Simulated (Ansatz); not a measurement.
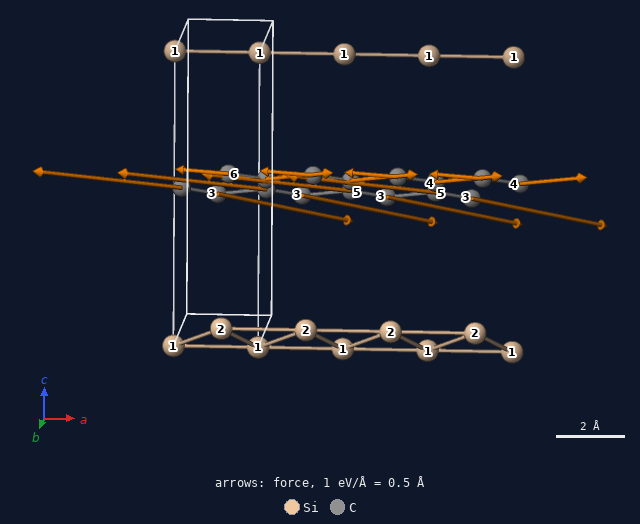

Starting geometry of a crystal of SiC₂ (a generated structure, set up in P1) (coarse preliminary run) with the computed forces as orange arrows. Style: ball-and-stick. Shown: the cell of the calculation, repeated 4 × 1 × 1 with one cell outlined, from a free direction.

Theory: DFT PBE, scalar-relativistic, plane waves, PAW (Ansatz).

The input:
```yaml
crystal:
  lattice:
    - [1.2645364879, -2.1688191489, -0.0064407153]
    - [-3.6217017848, -2.0695682044, 0.0234949303]
    - [0.0546498686, 0.0043981072, -8.9155294296]
  atoms:
    - { symbol: Si, position: [-0.0008302569, -0.0134720362, -0.0019823401] }
    - { symbol: Si, position: [0.4843031341, 0.4922668033, 0.0055453691] }
    - { symbol: C, position: [0.4859135725, 0.8229087726, 0.498565302] }
    - { symbol: C, position: [0.9821715293, 0.3484231526, 0.5000128736] }
    - { symbol: C, position: [1.0375815926, 0.6810752593, 0.5016762836] }
    - { symbol: C, position: [0.5108604284, 0.1687980484, 0.4961825119] }
basis:
  ecutwfc: 420
kpoints:
  mp_grid: { grid: [8, 6, 4] }
hamiltonian:
  xc: pbe
scf:
  occupations: { method: gaussian, width: 0.2 }
  lower_state_search: "off"
output:
  forces: true
  stress: true
  eigenvalues: true
relax:
  adjacent_minimum: "off"
  f_tol: 0.025
  max_steps: 60
  cell: { stress_tol: 0.25 }
```

Run as
```bash
ansatz run input.yaml --threads 1 --pin off --max-ram 2560MiB --backend cpu --events-out ev --progress --plain --runs-dir out
```

Is this structure relaxed? If not, where do the atoms go?

It isn't relaxed: the largest force vector, on C3, is 10.81 eV/Å. The final displacements have little in common with the starting forces (cosine between the two patterns 0.11). The energy falls by 1.512 eV per cell of the calculation in 20 accepted moves (24 points after the start). The largest force component goes from 11 to 0.0051 eV/Å. Pressure: 4.38 GPa at the start and 0.01 GPa at the end. The line search rejected the trial steps at points 6, 16 of the run. The SCF was repeated twice at an unchanged geometry on a basis and grid sized afresh for the cell, which shifted the energy by 8.9 meV per cell of the calculation at most. Si2 moves most relative to the cell: 0.89 Å roughly along [−3 0 1]. By element the largest moves are Si 0.89 Å, C 0.09 Å. The drawn cell changes as follows: a 2.511 → 2.457 Å (−2.1 %), b 4.171 → 4.226 Å (+1.3 %), c 8.916 → 9.521 Å (+6.8 %), α 90.6° → 90.1°, β 89.7° → 86.2°, γ 90.5° → 90.0°; the volume changes by +5.6 %. Among the contacts that change: Si1–Si2 2.425 → 3.506 Å, Si1–Si2 (another image) 2.484 → 3.506 Å, C3–C5 1.267 → 1.416 Å, C4–C6 1.530 → 1.416 Å. Among the angles between lasting bonds that change: Si1–Si1–Si2 120.9° → 89.9°, Si1–Si1–Si2 59.1° → 90.1°, Si1–Si1–Si2 60.4° → 90.1°. The space group stays P1 (No. 1).
